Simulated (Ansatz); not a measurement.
B48N47: several calculations on one system

Part 1: Relaxation

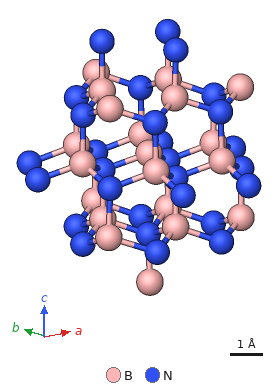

A defect cell of composition B₄₈N₄₇ (cell charge +2), before the relaxation. A ball-and-stick model of the atoms within 4.2 Å of the atom that moves most (axes of the cell of the calculation (origin shifted)), seen from a free direction.

Computed with DFT, PBEsol, PAW, plane waves (Ansatz 0.2.0).

(plane-wave cutoff 420 eV; k-point mesh 1 × 1 × 1; mesh shifted by (0.25, 0.25, 0.25); collinear spin; atoms relaxed in a fixed cell; force threshold 0.03 eV/Å; at most 80 steps)

```xyz
95
Lattice="7.6230 0.0000 0.0000 0.0000 8.8023 0.0000 0.0000 0.0000 8.4066" Properties=species:S:1:pos:R:3 pbc="T T T"
B     0.0213    1.4597    8.3845
B     7.6080    1.4353    4.1882
B     2.5557    1.4696    8.3815
B     2.5211    1.4624    4.2260
B     1.2289    3.6827    8.3882
B     1.2613    3.6665    4.1902
B     0.0044    5.8780    8.3987
B     0.0228    5.8794    4.2070
B     5.0757    1.4784    0.0362
B     5.1077    1.4873    4.2125
B     3.8206    3.6707    8.3917
B     3.7794    3.6587    4.2074
B     2.5205    5.8346    8.4018
B     2.5147    5.8665    4.1794
B     1.2558    8.0439    0.0272
B     1.3006    8.0755    4.2008
B     6.3419    3.6338    8.3639
B     6.3374    3.6555    4.2084
B     5.0831    5.8711    0.0161
B     5.0886    5.8734    4.2105
B     3.8085    8.0923    8.4021
B     3.8219    8.0440    4.1899
B     6.3472    8.0651    0.0094
B     6.3670    8.0876    4.2032
B     1.2865    0.7245    2.1006
B     1.2710    0.7062    6.2812
B     0.0040    2.9426    2.1077
B     0.0180    2.9033    6.3084
B     3.8121    0.7311    2.1297
B     3.7985    0.7501    6.3228
B     2.5496    2.9497    2.1095
B     2.5310    2.9107    6.3057
B     1.2506    5.1528    2.1127
B     1.2739    5.1501    6.2962
B     0.0097    7.3216    2.1180
B     7.5861    7.3514    6.3158
B     6.3449    0.7087    2.0773
B     6.3670    0.7321    6.3203
B     5.0837    2.8944    2.1176
B     5.0631    2.9186    6.3365
B     3.8453    5.1681    2.0974
B     3.8280    5.0911    6.3120
B     2.5477    7.3225    2.1267
B     2.5593    7.3078    6.3161
B     6.3530    5.1657    2.0959
B     6.3518    5.1529    6.3109
B     5.0903    7.3170    2.1365
B     5.0910    7.3398    6.3076
N     7.6218    1.4418    1.6099
N     0.0317    1.4743    5.7482
N     2.5566    1.4727    1.5941
N     2.5355    1.4808    5.8123
N     1.2828    3.6957    1.5754
N     1.2355    3.6433    5.7610
N     0.0093    5.8710    1.6162
N     0.0045    5.8559    5.7637
N     5.0979    1.4527    1.5784
N     5.0616    1.4752    5.7898
N     3.8475    3.6932    1.5782
N     3.8224    3.6531    5.7602
N     2.5527    5.8816    1.5923
N     2.5204    5.8832    5.7923
N     1.2534    8.0937    1.5686
N     1.3042    8.0797    5.7497
N     6.3800    3.6425    1.5500
N     6.3711    3.6489    5.7860
N     5.0958    5.9014    1.5608
N     5.0680    5.8617    5.7739
N     3.8081    8.0588    1.5859
N     3.7982    8.0685    5.7740
N     6.3601    8.0824    1.5412
N     6.3662    8.0969    5.7813
N     1.2271    0.7342    3.6954
N     1.2771    0.7532    7.9019
N     0.0299    2.9217    3.7110
N     7.6165    2.9269    7.8786
N     3.8203    0.7584    3.6479
N     3.8135    0.7275    7.8723
N     2.5166    2.9580    3.6952
N     2.5662    2.9080    7.8726
N     1.2671    5.1561    3.6897
N     1.2566    5.1528    7.8864
N     7.6167    7.3140    3.7056
N     7.5902    7.3181    7.9000
N     6.3419    0.7186    3.6696
N     6.3755    0.7517    7.8740
N     5.0688    2.9620    3.7027
N     5.0932    2.9393    7.8638
N     3.7871    5.1268    7.8738
N     2.5574    7.3436    3.6685
N     2.5577    7.3506    7.8735
N     6.3438    5.1184    3.6663
N     6.3223    5.1227    7.8957
N     5.0639    7.3582    3.6563
N     5.0879    7.3538    7.8505
```

Question: Where does the relaxation end?

Answer: B41 moves most: 0.26 Å roughly along −c. Largest moves by element: B 0.26 Å, N 0.05 Å. The cell stays as it was. Among the contacts that change: B14–N62 1.613 → 1.498 Å, B20–N94 1.585 → 1.487 Å, B41–N59 1.564 → 1.484 Å, B14–N90 1.563 → 1.485 Å. Among the angles between lasting bonds that change: B11–N59–B41 110.2° → 100.7°, N60–B12–N87 107.5° → 116.6°, B13–N61–B41 109.1° → 100.6°. After 6 geometry steps the energy has fallen by 2.851 eV per cell of the calculation. Largest force component: 2.1 eV/Å at the start, 0.012 eV/Å at the end.

After the run, drawn alike:

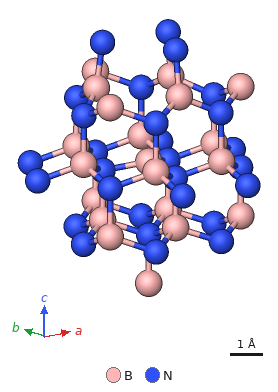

Limits of the set-up: the periodic images lie only 7.6 Å apart, so the values are limited by the cell's size; the cell is charged, on a uniform background, and energies carry no finite-size correction.

Part 2: Relaxation

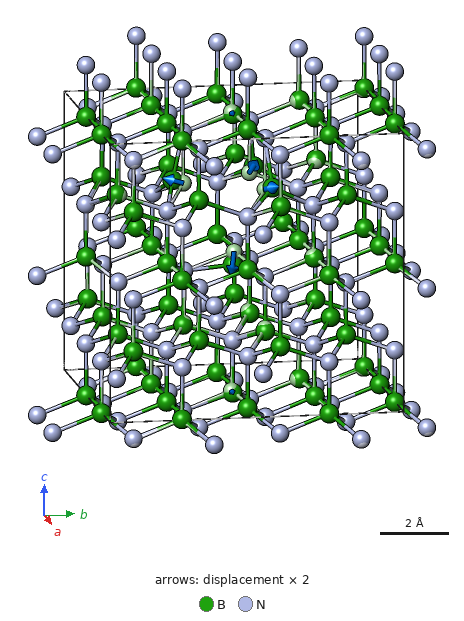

This is a relaxation of a defect cell of composition B₄₈N₄₇ (cell charge +3). The starting structure is drawn faded, the final one solid; blue arrows show the displacements, magnified 2 times.

Style: ball-and-stick. Shown: the cell of the calculation (origin shifted), slightly off an axis.

All numbers below come from Ansatz, DFT, PBEsol, PAW, plane waves. Set-up: plane-wave cutoff 420 eV; k-point mesh 1 × 1 × 1; mesh shifted by (0.25, 0.25, 0.25); no spin polarisation; atoms relaxed in a fixed cell; force threshold 0.03 eV/Å; at most 80 steps.

**Atoms of which element are displaced furthest, and by how much?**

Boron: up to 0.40 Å, against 0.06 Å for nitrogen.

**Describe the change and its energy.**

The largest move is that of a B atom, 0.40 Å roughly along −c. Largest moves by element: B 0.40 Å, N 0.06 Å. The lattice vectors keep their values. Near-neighbour distances that change, for instance: B–N 1.613 → 1.473 Å, B–N 1.585 → 1.459 Å, B–N 1.563 → 1.458 Å, B–N 1.545 → 1.631 Å. Bond angles that change, for instance: B–N–B 109.8° → 94.7°, B–N–B 110.2° → 95.9°, B–N–B 109.1° → 95.8°. Over 8 geometry steps the energy falls by 4.147 eV per cell of the calculation. Largest force component: 2.1 eV/Å at the start, 0.0052 eV/Å at the end.

Limits of the set-up: the periodic images lie only 7.6 Å apart, so the values are limited by the cell's size; the cell is charged, on a uniform background, and energies carry no finite-size correction.

Part 3: Defect

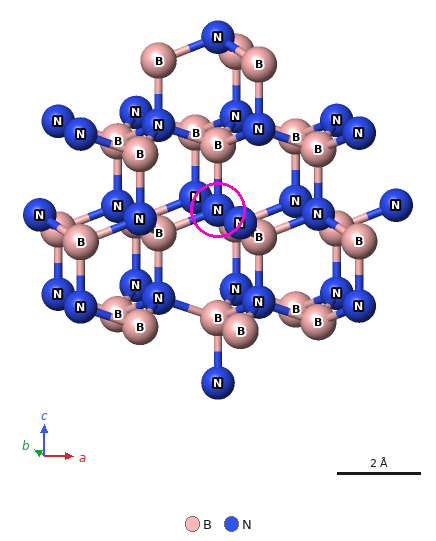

Perfect BN. A ball-and-stick model of the atoms within 4.6 Å of one point, in a slice 5.0 Å thick across the line of sight, seen slightly off an axis.

Level of theory: DFT, PBEsol, PAW, plane waves (Ansatz). (plane-wave cutoff 420 eV; k-point mesh 1 × 1 × 1; mesh shifted by (0.25, 0.25, 0.25); no spin polarisation) Fermi-Dirac smearing of 0.01 eV. A uniform background neutralises the charged cell. The axes drawn are those of the host's conventional cell.

A nitrogen atom is taken out (a vacancy) at the ringed place, in charge state +1. The supercell has 96 sites, and the atoms are relaxed at the host's cell.

Q: How do the neighbours respond?

A: Around the empty N site the host had 4 B at 1.56 to 1.57 Å; after relaxation the nearest atoms are 4 B at 1.64 to 1.67 Å. Of the host's atoms, a boron atom moves furthest from its site, by 0.10 Å.

The relaxed defect, seen from the same direction:

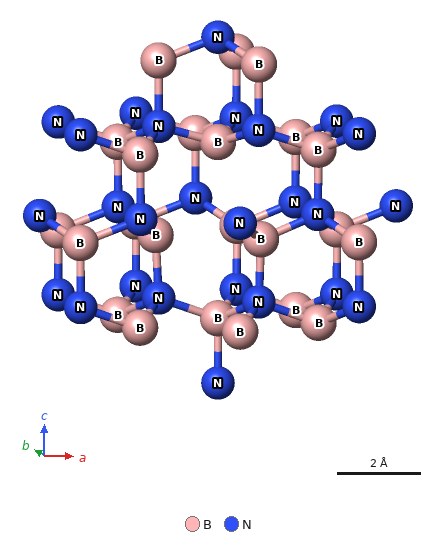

Limits of the set-up: the periodic images lie only 7.6 Å apart, so the values are limited by the cell's size; the cell is charged, on a uniform background, and energies carry no finite-size correction.

Part 4: Defect

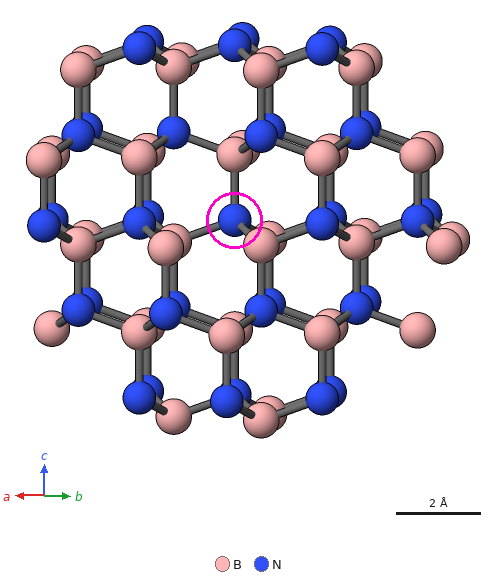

Perfect BN. The picture is a ball-and-stick view of the atoms within 5.4 Å of one point, in a slice 5.0 Å thick across the line of sight, seen from a free direction.

Computed with DFT, PBEsol, PAW, plane waves in Ansatz 0.2.0. Set-up: plane-wave cutoff 420 eV; k-point mesh 1 × 1 × 1; mesh shifted by (0.25, 0.25, 0.25); no spin polarisation. Fermi-Dirac smearing of 0.01 eV. A uniform background neutralises the charged cell. The axes drawn are those of the host's conventional cell.

A nitrogen atom is taken out (a vacancy) at the ringed place, in charge state −1. The supercell has 96 sites, and the atoms are relaxed at the host's cell.

Question: How do the neighbours respond?

Answer: Around the empty N site the host had 4 B at 1.56 to 1.57 Å; after relaxation the nearest atoms are 1 B at 1.18 Å. Of the host's atoms, a boron atom moves furthest from its site, by 0.61 Å.

The relaxed defect, seen from the same direction:

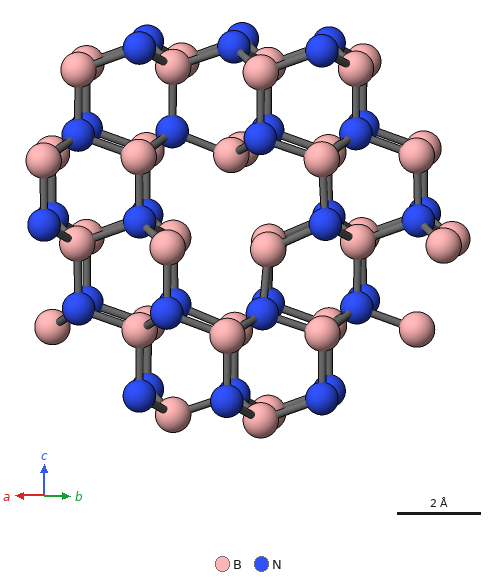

Limits of the set-up: the periodic images lie only 7.6 Å apart, so the values are limited by the cell's size; the cell is charged, on a uniform background, and energies carry no finite-size correction.
